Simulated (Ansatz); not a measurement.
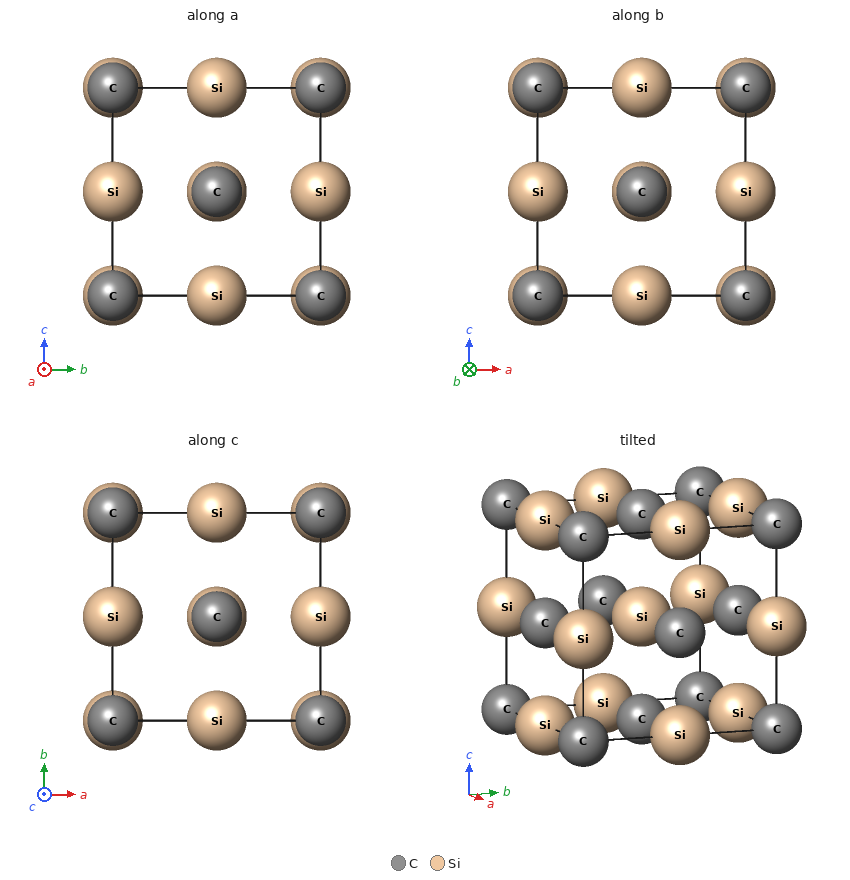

The figure gives a spheres-only picture of the atoms, viewed along the a axis, along the b axis, along the c axis and slightly off an axis. Thin lines show the conventional unit cell, with boundary atoms drawn in all their periodic places.

Lattice parameters: a = 4.023 Å, b = 4.023 Å, c = 4.023 Å, α = 90.00°, β = 90.00°, γ = 90.00°. Put a along x and b in the xy plane.

Transcribe the picture into a POSCAR file.

```
C Si
1.0
     4.023    0.000    0.000
     0.000    4.023    0.000
     0.000    0.000    4.023
C Si
4 4
Direct
  0.0000 0.0000 0.0000
  0.0000 0.5000 0.5000
  0.5000 0.0000 0.5000
  0.5000 0.5000 0.0000
  0.5000 0.0000 0.0000
  0.5000 0.5000 0.5000
  0.0000 0.0000 0.5000
  0.0000 0.5000 0.0000
```

Starting structure: a structure type filled with these elements by a generator (whether the compound takes this form wasn't checked). Earlier steps of the study may have refined or changed the cell and positions. It was run through Ansatz as a DFT input.
